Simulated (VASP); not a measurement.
Cu₃Au: geometry relaxation (part 2 of 2)

Cu₃Au (4 atoms in the cell); Kohn-Sham DFT of a periodic cell, BLYP, VASP PAW PBE potentials, recommended, no spin polarisation (VASP 6.6.1); cutoff 600 eV, 7×7×7 k-mesh, fermi-dirac of 0.05 eV. The structure derives from an entry of the Crystallography Open Database.

Geometry of the input (Å; fractional positions):
```
3.7400  0.0000  0.0000
0.0000  3.7400  0.0000
0.0000  0.0000  3.7400
Au 0.0000  0.0000  0.0000
Cu 0.5000  0.5000  0.0000
Cu 0.5000  0.0000  0.5000
Cu 0.0000  0.5000  0.5000
```

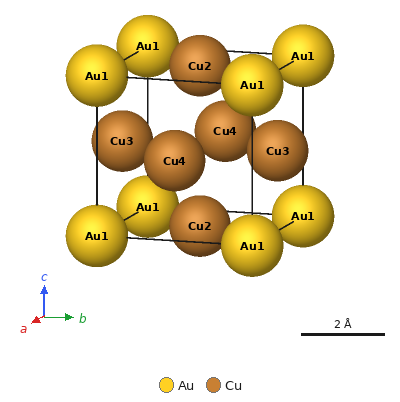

**Figure 1.** The geometry at step 1 of the log (spheres-only view of the cell of the calculation, seen slightly off an axis; atoms are numbered from 1 in the order of the input).

## Parts of OUTCAR, continued
```
 number of electron      44.0000069 magnetization

 Free energy of the ion-electron system (eV)
  ---------------------------------------------------
  ext. energy  EPLUGINS =         0.00000000
  ---------------------------------------------------
  free energy    TOTEN  =       -11.31825616 eV

  energy without entropy =      -11.30591660  energy(sigma->0) =      -11.31208638

------------------------ aborting loop because EDIFF is reached ----------------------------------------

  FORCE on cell =-STRESS in cart. coord.  units (eV):
  Direction    XX          YY          ZZ          XY          YZ          ZX
  --------------------------------------------------------------------------------------
  -------------------------------------------------------------------------------------
  Total        4.8879578      4.8879578      4.8879578      0.0000000      0.0000000      0.0000000
  in kB      149.7004915    149.7004915    149.7004915      0.0000000      0.0000000      0.0000000
  external PRESSURE =     149.7004915 kB  Pullay stress =       0.0000000 kB

 VOLUME and BASIS-vectors are now :
 -----------------------------------------------------------------------------
  energy-cutoff  :      600.00
  volume of cell :       52.31
      direct lattice vectors                 reciprocal lattice vectors
     3.740000000  0.000000000  0.000000000     0.267379679  0.000000000  0.000000000
     0.000000000  3.740000000  0.000000000     0.000000000  0.267379679  0.000000000
     0.000000000  0.000000000  3.740000000     0.000000000  0.000000000  0.267379679

 POSITION                                       TOTAL-FORCE (eV/Angst)
 -----------------------------------------------------------------------------------
      0.00000      0.00000      0.00000         0.000000      0.000000      0.000000
      1.87000      1.87000      0.00000         0.000000      0.000000      0.000000
      1.87000      0.00000      1.87000         0.000000      0.000000      0.000000
      0.00000      1.87000      1.87000         0.000000      0.000000      0.000000
 -----------------------------------------------------------------------------------
    total drift:                                0.000000      0.000000     -0.000000

  FREE ENERGIE OF THE ION-ELECTRON SYSTEM (eV)
  ---------------------------------------------------
  free  energy   TOTEN  =       -11.3182561647 eV

  energy  without entropy=      -11.3059166041  energy(sigma->0) =      -11.31208638

--------------------------------------- Ionic step        2  -------------------------------------------

 number of electron      44.0000107 magnetization

------------------------ aborting loop because EDIFF is reached ----------------------------------------

  FORCE on cell =-STRESS in cart. coord.  units (eV):
  Direction    XX          YY          ZZ          XY          YZ          ZX
  --------------------------------------------------------------------------------------
  -------------------------------------------------------------------------------------
  Total       -2.4125932     -2.4125932     -2.4125932     -0.0000000      0.0000000     -0.0000000
  in kB      -62.2230121    -62.2230121    -62.2230121     -0.0000000      0.0000000     -0.0000000
  external PRESSURE =     -62.2230121 kB  Pullay stress =       0.0000000 kB

 VOLUME and BASIS-vectors are now :
 -----------------------------------------------------------------------------
  energy-cutoff  :      600.00
  volume of cell :       62.12
      direct lattice vectors                 reciprocal lattice vectors
     3.960480535 -0.000000000  0.000000000     0.252494613 -0.000000000 -0.000000000
     0.000000000  3.960480535  0.000000000     0.000000000  0.252494613 -0.000000000
     0.000000000  0.000000000  3.960480535    -0.000000000  0.000000000  0.252494613

 POSITION                                       TOTAL-FORCE (eV/Angst)
 -----------------------------------------------------------------------------------
      0.00000      0.00000      0.00000        -0.000000     -0.000000      0.000000
      1.98024      1.98024      0.00000        -0.000000     -0.000000      0.000000
      1.98024      0.00000      1.98024        -0.000000      0.000000      0.000000
      0.00000      1.98024      1.98024         0.000000      0.000000      0.000000
 -----------------------------------------------------------------------------------
    total drift:                                0.000000      0.000000     -0.000000

  FREE ENERGIE OF THE ION-ELECTRON SYSTEM (eV)
  ---------------------------------------------------
  free  energy   TOTEN  =       -11.4682463400 eV

  energy  without entropy=      -11.4554136900  energy(sigma->0) =      -11.46183001

--------------------------------------- Ionic step        3  -------------------------------------------

 number of electron      43.9999920 magnetization

 Free energy of the ion-electron system (eV)
  ---------------------------------------------------
  ext. energy  EPLUGINS =         0.00000000
  ---------------------------------------------------
  free energy    TOTEN  =       -11.55450215 eV

  energy without entropy =      -11.54118333  energy(sigma->0) =      -11.54784274

 E-fermi :   7.4455     XC(G=0): -11.5581     alpha+bet :-12.2974

 val. band max:        7.4280259450   @ k =   0.2857   0.2857   0.0000
 cond. band min:       7.6271664375   @ k =   0.2857   0.2857   0.0000
 fundamental gap:      0.1991404925
 Fermi energy:         7.4455322266

 k-point     1 :       0.0000    0.0000    0.0000
  band No.  band energies     occupation
      1      -1.2481      2.00000
      2       1.7915      2.00000
      3       1.7915      2.00000
      4       2.4632      2.00000
      5       2.4632      2.00000
      6       2.4632      2.00000
      7       3.4253      2.00000
      8       4.6143      2.00000
      9       4.6143      2.00000
     10       4.6143      2.00000
     11       5.3361      2.00000
     12       5.3361      2.00000
     13       5.8611      2.00000
     14       5.8674      2.00000
     15       5.8674      2.00000
     16       5.9846      2.00000
     17       5.9846      2.00000
     18       5.9846      2.00000
     19       6.0859      2.00000
     20       6.0859      2.00000
     21       6.0859      2.00000
     22       9.0272      0.00000
     23       9.0272      0.00000
     24       9.0272      0.00000
     25      12.8943      0.00000
     26      14.2083      0.00000

 k-point     2 :       0.1429    0.0000    0.0000
  band No.  band energies     occupation
      1      -1.0208      2.00000
      2       1.8705      2.00000
      3       1.8903      2.00000
      4       2.5034      2.00000
      5       2.5135      2.00000
      6       2.5135      2.00000
      7       3.4788      2.00000
      8       4.5633      2.00000
      9       4.6550      2.00000
     10       4.6550      2.00000
     11       5.2658      2.00000
     12       5.3611      2.00000
     13       5.6926      2.00000
     14       5.6926      2.00000
     15       5.7815      2.00000
     16       5.7893      2.00000
     17       5.8387      2.00000
     18       5.9313      2.00000
     19       5.9313      2.00000
     20       5.9847      2.00000
     21       6.0858      2.00000
     22       7.7338      0.00625
     23       9.6083      0.00000
     24       9.6083      0.00000
     25      13.3200      0.00000
     26      14.1385      0.00000

 k-point     3 :       0.2857    0.0000    0.0000
  band No.  band energies     occupation
      1      -0.3713      2.00000
      2       2.0632      2.00000
      3       2.0801      2.00000
      4       2.6017      2.00000
      5       2.6480      2.00000
      6       2.6480      2.00000
      7       3.6109      2.00000
      8       4.4406      2.00000
      9       4.7317      2.00000
     10       4.7317      2.00000
     11       5.0198      2.00000
     12       5.1324      2.00000
     13       5.1324      2.00000
     14       5.4290      2.00000
     15       5.5453      2.00000
     16       5.6048      2.00000
     17       5.6908      2.00000
     18       5.6908      2.00000
     19       5.7679      2.00000
     20       5.8896      2.00000
     21       5.9850      2.00000
     22       6.0856      2.00000
     23      10.9038      0.00000
     24      10.9038      0.00000
     25      13.6712      0.00000
     26      13.9663      0.00000

 k-point     4 :       0.4286    0.0000    0.0000
  band No.  band energies     occupation
      1       0.5157      2.00000
      2       1.9543      2.00000
      3       2.2374      2.00000
      4       2.6909      2.00000
      5       2.7908      2.00000
      6       2.7908      2.00000
      7       3.7926      2.00000
      8       4.2842      2.00000
      9       4.3318      2.00000
     10       4.5382      2.00000
     11       4.5382      2.00000
     12       5.0968      2.00000
     13       5.0968      2.00000
     14       5.1343      2.00000
     15       5.3649      2.00000
     16       5.4062      2.00000
     17       5.4062      2.00000
     18       5.4229      2.00000
     19       5.5348      2.00000
     20       5.6714      2.00000
     21       5.9852      2.00000
     22       6.0855      2.00000
     23      12.4929      0.00000
     24      12.4929      0.00000
     25      13.8144      0.00000
     26      14.1556      0.00000

 k-point     5 :       0.1429    0.1429    0.0000
  band No.  band energies     occupation
      1      -0.7970      2.00000
      2       1.9481      2.00000
      3       1.9879      2.00000
      4       2.5277      2.00000
      5       2.5547      2.00000
      6       2.5726      2.00000
      7       3.5300      2.00000
      8       4.5183      2.00000
      9       4.6770      2.00000
     10       4.6954      2.00000
     11       5.2477      2.00000
     12       5.3257      2.00000
     13       5.4754      2.00000
     14       5.4964      2.00000
     15       5.5822      2.00000
     16       5.7163      2.00000
     17       5.7934      2.00000
     18       5.8056      2.00000
     19       5.9170      2.00000
     20       5.9352      2.00000
     21       5.9785      2.00000
     22       8.2838      0.00000
     23       8.3118      0.00000
     24      10.1099      0.00000
     25      13.7248      0.00000
     26      15.2505      0.00000

 [... the levels of 14 k-points are left out ...]

 k-point    20 :       0.4286    0.4286    0.4286
  band No.  band energies     occupation
      1       1.6994      2.00000
      2       1.7633      2.00000
      3       1.7633      2.00000
      4       2.7170      2.00000
      5       3.3619      2.00000
      6       3.3619      2.00000
      7       4.4759      2.00000
      8       4.5852      2.00000
      9       4.5852      2.00000
     10       4.8031      2.00000
     11       4.8031      2.00000
     12       4.8627      2.00000
     13       5.4614      2.00000
     14       5.5138      2.00000
     15       5.5138      2.00000
     16       5.8332      2.00000
     17       5.8332      2.00000
     18       5.8798      2.00000
     19       5.8968      2.00000
     20       5.8968      2.00000
     21       6.0593      2.00000
     22       7.3684      1.64745
     23       7.3684      1.64745
     24       7.3976      1.44537
     25      10.0241      0.00000
     26      11.2762      0.00000

------------------------ aborting loop because EDIFF is reached ----------------------------------------

  FORCE on cell =-STRESS in cart. coord.  units (eV):
  Direction    XX          YY          ZZ          XY          YZ          ZX
  --------------------------------------------------------------------------------------
  -------------------------------------------------------------------------------------
  Total        0.0039141      0.0039141      0.0039141     -0.0000000      0.0000000     -0.0000000
  in kB        0.1081475      0.1081475      0.1081475     -0.0000000      0.0000000     -0.0000000
  external PRESSURE =       0.1081475 kB  Pullay stress =       0.0000000 kB

 VOLUME and BASIS-vectors are now :
 -----------------------------------------------------------------------------
  energy-cutoff  :      600.00
  volume of cell :       57.99
      direct lattice vectors                 reciprocal lattice vectors
     3.870570400 -0.000000000  0.000000000     0.258359853 -0.000000000 -0.000000000
     0.000000000  3.870570400  0.000000000     0.000000000  0.258359853 -0.000000000
     0.000000000  0.000000000  3.870570400    -0.000000000  0.000000000  0.258359853

 POSITION                                       TOTAL-FORCE (eV/Angst)
 -----------------------------------------------------------------------------------
      0.00000      0.00000      0.00000        -0.000000     -0.000000      0.000000
      1.93529      1.93529      0.00000        -0.000000     -0.000000      0.000000
      1.93529      0.00000      1.93529        -0.000000      0.000000      0.000000
      0.00000      1.93529      1.93529         0.000000      0.000000      0.000000
 -----------------------------------------------------------------------------------
    total drift:                                0.000000      0.000000     -0.000000

  FREE ENERGIE OF THE ION-ELECTRON SYSTEM (eV)
  ---------------------------------------------------
  free  energy   TOTEN  =       -11.5545021527 eV

  energy  without entropy=      -11.5411833336  energy(sigma->0) =      -11.54784274

 reached required accuracy - stopping structural energy minimisation
```

## CONTCAR
```
Cu3Au
   1.00000000000000
     3.8705704001851693   -0.0000000000000000    0.0000000000000000
     0.0000000000000000    3.8705704001851693    0.0000000000000000
     0.0000000000000000    0.0000000000000000    3.8705704001851693
  Au              Cu
     1     3
Direct
     0.0000000000000000    0.0000000000000000    0.0000000000000000
     0.5000000000000000    0.5000000000000000    0.0000000000000000
     0.5000000000000000    0.0000000000000000    0.5000000000000000
     0.0000000000000000    0.5000000000000000    0.5000000000000000

  0.00000000E+00  0.00000000E+00  0.00000000E+00
  0.00000000E+00  0.00000000E+00  0.00000000E+00
  0.00000000E+00  0.00000000E+00  0.00000000E+00
  0.00000000E+00  0.00000000E+00  0.00000000E+00
```

## Trajectory as extended XYZ (Å, eV, eV/Å), 3 frames, from step=0 to step=2
```
4
Lattice="3.7400 0.0000 0.0000 0.0000 3.7400 0.0000 0.0000 0.0000 3.7400" Properties=species:S:1:pos:R:3:forces:R:3 step=0 energy=-11.31826
Au    0.0000    0.0000    0.0000    0.0000   0.0000   0.0000
Cu    1.8700    1.8700    0.0000    0.0000   0.0000   0.0000
Cu    1.8700    0.0000    1.8700    0.0000   0.0000   0.0000
Cu    0.0000    1.8700    1.8700    0.0000   0.0000   0.0000
4
Lattice="3.9605 -0.0000 0.0000 0.0000 3.9605 0.0000 0.0000 0.0000 3.9605" Properties=species:S:1:pos:R:3:forces:R:3 step=1 energy=-11.46825
Au    0.0000    0.0000    0.0000    0.0000   0.0000   0.0000
Cu    1.9802    1.9802    0.0000    0.0000   0.0000   0.0000
Cu    1.9802    0.0000    1.9802    0.0000   0.0000   0.0000
Cu    0.0000    1.9802    1.9802    0.0000   0.0000   0.0000
4
Lattice="3.8706 -0.0000 0.0000 0.0000 3.8706 0.0000 0.0000 0.0000 3.8706" Properties=species:S:1:pos:R:3:forces:R:3 step=2 energy=-11.55450
Au    0.0000    0.0000    0.0000    0.0000   0.0000   0.0000
Cu    1.9353    1.9353    0.0000    0.0000   0.0000   0.0000
Cu    1.9353    0.0000    1.9353    0.0000   0.0000   0.0000
Cu    0.0000    1.9353    1.9353    0.0000   0.0000   0.0000
```
